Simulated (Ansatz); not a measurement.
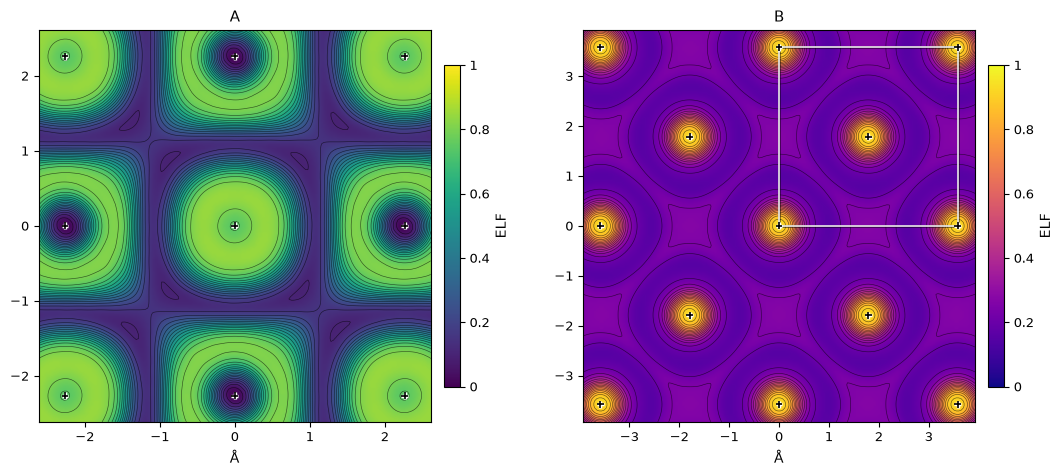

The electron localisation function of 2 systems, each on a plane through atoms (crosses mark nuclei in the plane).

The calculation used DFT, r2SCAN, PAW with Ansatz's default frozen-core files, scalar-relativistic; relaxation of cell and atoms in Ansatz.

System 1: Cu, the (100) plane of the conventional cell. Space group Fm-3m; computed without spin polarisation.

```cif
data_structure
_symmetry_space_group_name_H-M 'P 1'
_symmetry_Int_Tables_number 1
_cell_length_a 3.5775
_cell_length_b 3.5775
_cell_length_c 3.5775
_cell_angle_alpha 90.000
_cell_angle_beta 90.000
_cell_angle_gamma 90.000
_cell_volume 45.79
loop_
_atom_site_label
_atom_site_type_symbol
_atom_site_fract_x
_atom_site_fract_y
_atom_site_fract_z
_atom_site_occupancy
Cu1 Cu 0.00000 0.00000 0.00000 1
Cu2 Cu 0.50000 0.50000 0.00000 1
Cu3 Cu 0.50000 0.00000 0.50000 1
Cu4 Cu 0.00000 0.50000 0.50000 1
```

System 2: HfN, the (010) plane of the conventional cell. Space group Fm-3m; computed without spin polarisation.

Match each panel to its system.

Answer. Panel A is system 2, HfN: the plane holds Hf and N. Hf–N (2.26 Å): the ELF peaks at about 0.80 in the valence shell of N, 0.7 Å from its nucleus, and is about 0.15 at the midpoint: no shared electron pair shows on this line. Panel B is system 1, Cu: the plane holds Cu. Cu–Cu (2.53 Å): the ELF is about 0.20 at the midpoint; no shared electron pair shows on this line.
